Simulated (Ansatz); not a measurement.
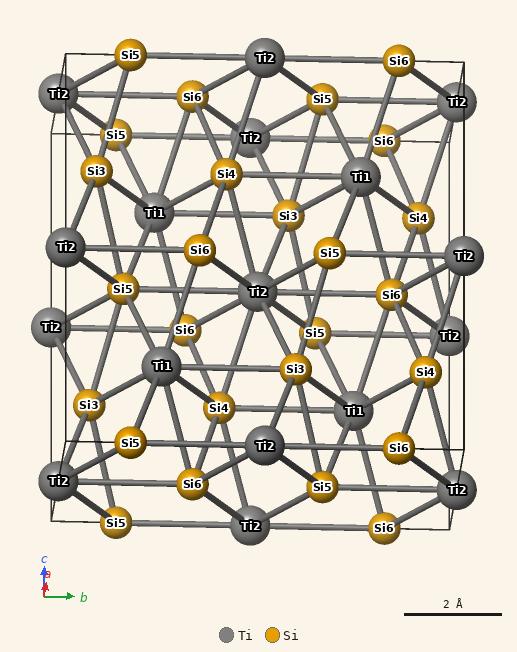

Reference structure: a crystal of TiSi2 (set up in Fddd). The picture is a ball-and-stick view of the conventional cell (4 times the calculation's cell), seen from a free direction. Lengths and directions refer to the drawn axes.

Theory: DFT PBE, scalar-relativistic, plane waves, PAW in Ansatz. (plane-wave cutoff 420 eV; k-point mesh 10 × 10 × 10; occupations gaussian; smearing width 0.1 eV; no spin polarisation)

Change: Biaxial strain in the a–b plane, +1.0 %, is applied. The c axis and the atoms are relaxed.

The input:
```yaml
crystal:
  lattice:
    - [0.0, 4.1765329371, 4.3223935813]
    - [2.4279075998, 0.0, 4.3223935813]
    - [2.3813842843, 4.1494879423, 0.0261323522]
  atoms:
    - { symbol: Ti, position: [0.75, 0.75, 0.75] }
    - { symbol: Ti, position: [0.5, 0.5, 0.5] }
    - { symbol: Si, position: [0.0868244589, 0.4131755411, 0.0868244589] }
    - { symbol: Si, position: [0.4131755411, 0.0868244589, 0.4131755411] }
    - { symbol: Si, position: [0.1631755411, 0.8368244589, 0.1631755411] }
    - { symbol: Si, position: [0.8368244589, 0.1631755411, 0.8368244589] }
basis:
  ecutwfc: 420
kpoints:
  mp_grid: { grid: [10, 10, 10] }
hamiltonian:
  xc: pbe
scf:
  occupations: { method: gaussian, width: 0.1 }
output:
  forces: true
  stress: true
  eigenvalues: true
relax:
  adjacent_minimum: "off"
  f_tol: 0.008
  max_steps: 40
  cell: { stress_tol: 0.015, fix: [a, b, gamma] }
```

Command:
```bash
ansatz run input.yaml --threads 1 --pin off --max-ram 2560MiB --backend cpu --events-out ev --progress --plain --runs-dir out
```

What is the effect?

Energy change: +2.9 meV per atom. Pressure: 0.0 GPa before, −2.1 GPa after. The principal stresses (compression positive) are −2.8 GPa along [1 −2 −1], −3.4 GPa roughly along [3 −1 3], none along the third axis. The volume changes by +1.5 %, with a 4.808 → 4.819 Å (+0.2 %), b 8.270 → 8.329 Å (+0.7 %), c 8.559 → 8.611 Å (+0.6 %), α 90.0° → 89.6°, β 90.0° → 89.4°, γ 90.0° → 90.5°. The largest moves relative to the cell, 0.011 Å, are those of Ti1, Ti2, Si3 and Si5. Si3 goes roughly along +b. Largest moves by element: Si 0.011 Å, Ti 0.011 Å. Some distances before and after: Si–Ti 2.786 → 2.806 Å, Si–Si 2.534 → 2.535 to 2.555 Å, Si–Ti 2.557 → 2.564 to 2.578 Å, Si–Ti 2.757 → 2.754 to 2.776 Å. The space group (tolerance 0.01 Å) goes from Fddd (No. 70) to P-1 (No. 2).
